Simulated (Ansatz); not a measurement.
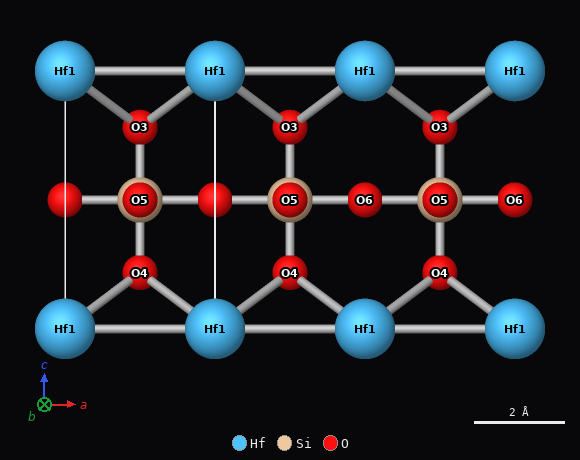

Crystalline HfSiO$_{4}$ (built on the RbAlF4-123 type type), before the relaxation. Style: ball-and-stick. Shown: the cell of the calculation, repeated 3 × 1 × 1 with one cell outlined, along the b axis.

The calculation used DFT, PBEsol, plane waves, PAW (Ansatz).

The input:
```yaml
crystal:
  lattice:
    - [3.33897881, 0.0, 0.0]
    - [0.0, 3.33897881, 0.0]
    - [0.0, 0.0, 5.74407472]
  atoms:
    - { symbol: Hf, position: [0.0, 0.0, 0.0] }
    - { symbol: Si, position: [0.5, 0.5, 0.5] }
    - { symbol: O, position: [0.5, 0.5, 0.78163173] }
    - { symbol: O, position: [0.5, 0.5, 0.21836827] }
    - { symbol: O, position: [0.5, 0.0, 0.5] }
    - { symbol: O, position: [0.0, 0.5, 0.5] }
kpoints:
  mp_grid: { grid: [6, 6, 4] }
hamiltonian:
  xc: pbesol
scf:
  occupations: { method: fermi_dirac, width: 0.03 }
relax:
  f_tol: 0.01
  cell: {}
  max_steps: 120
```

Command:
```bash
ansatz run input.yaml --threads 2 --pin off --max-ram 20275MiB --backend cpu --events-out ev --progress --plain --runs-dir out
```

Question: Predict the outcome.

Answer: The energy falls by 336 meV per atom in 9 accepted moves (12 points after the start). Largest force component: 8.2 eV/Å at the start, under 0.0001 eV/Å at the end. The pressure goes from 0.55 to 0.00 GPa. At 3 points the geometry stayed and the basis and grid were re-selected for the new cell (energy shift of 1.1 meV per atom at most each time). The largest moves relative to the cell, 0.23 Å, are those of O3 and O4. O4 goes along −c. Hf and Si stay in place. Cell: a = b 3.339 → 3.187 Å (−4.6 %), c 5.744 → 6.085 Å (+5.9 %). Volume −3.5 %. Some distances before and after: Si2–O3 1.618 → 1.943 Å, Hf1–O3 2.674 → 2.508 Å, Hf1–Hf1 3.339 → 3.187 Å, Si2–O5 1.669 → 1.593 Å. Among the angles between lasting bonds that change: Hf1–O3–Hf1 124.0° → 128.0°. The space group stays P4/mmm (No. 123). The run took 14 s on 2 threads of AMD EPYC 7R13 Processor (Zen 3) (shared host), peak memory 0.61 GiB.

History of the run:

| step | E − E(0), meV/atom | largest force component, eV/Å | pressure, GPa | volume, Å³/atom | note |
| --- | --- | --- | --- | --- | --- |
| 0 | 0.00 | 8.1687 | 0.55 | 10.673 |  |
| 1 | -193.79 | 2.3601 | 4.16 | 9.995 |  |
| 2 | -290.85 | 1.3774 | 2.22 | 10.052 |  |
| 3 | -329.56 | 0.4397 | 4.42 | 10.033 |  |
| 4 | -334.59 | 0.0548 | -0.57 | 10.279 |  |
| 5 | -334.93 | 0.0144 | -0.04 | 10.277 |  |
| 6 | -334.94 | 0.0032 | 0.00 | 10.275 |  |
| 7 | -336.02 | 0.0068 | 0.10 | 10.275 | same geometry, new basis |
| 8 | -336.06 | 0.0002 | 0.03 | 10.295 |  |
| 9 | -336.04 | 0.0000 | 0.00 | 10.298 |  |
| 10 | -336.22 | 0.0001 | 0.02 | 10.298 | same geometry, new basis |
| 11 | -336.21 | 0.0000 | 0.00 | 10.300 |  |
| 12 | -336.23 | 0.0000 | 0.00 | 10.300 | same geometry, new basis |

The structure at the end:

```xyz
6
Lattice="3.1870 0.0000 0.0000 0.0000 3.1870 0.0000 0.0000 0.0000 6.0847" Properties=species:S:1:pos:R:3 pbc="T T T"
Hf    3.1870    3.1870    6.0847
Si    1.5935    1.5935    3.0423
O     1.5935    1.5935    4.9851
O     1.5935    1.5935    1.0996
O     1.5935    3.1870    3.0423
O     3.1870    1.5935    3.0423
```

The end point in the same view:

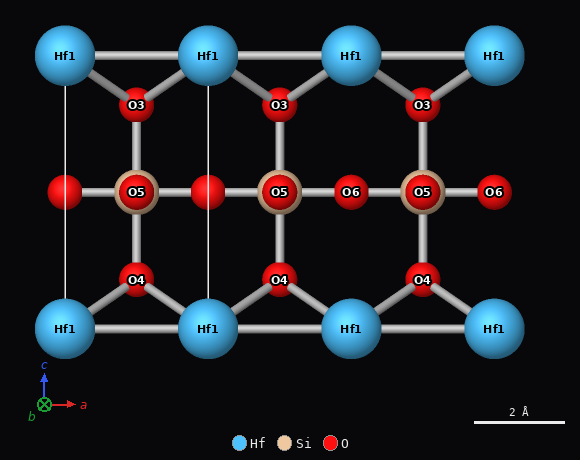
